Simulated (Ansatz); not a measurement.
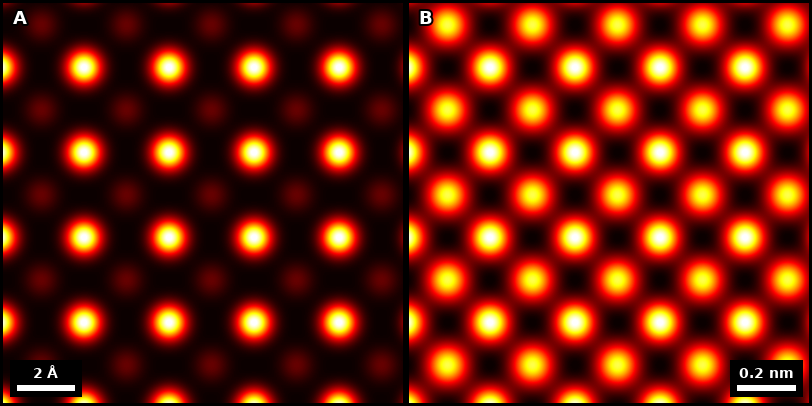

Two simulated images of the same area of PtS₂ (Fm-3m, No. 225) along [001], with a probe of 0.95 Å. One is incoherent Z contrast (Z^1.7 per atom), the other the projected potential of neutral atoms blurred by the probe (iDPC-like, thin sample). Brightness is counted from the darkest point of the image. Structure used: a calculation's starting geometry; the starting structure was generated, so it need not be a known form of this composition.

Which panel is which, and how can one tell?

Answer. A is the Z-contrast image and B the potential image. The columns of 2 S per repeat reach about 13 % of the brightest peak (1 Pt) in A but about 80 % in B, mainly since the potential grows much more slowly with atomic number.
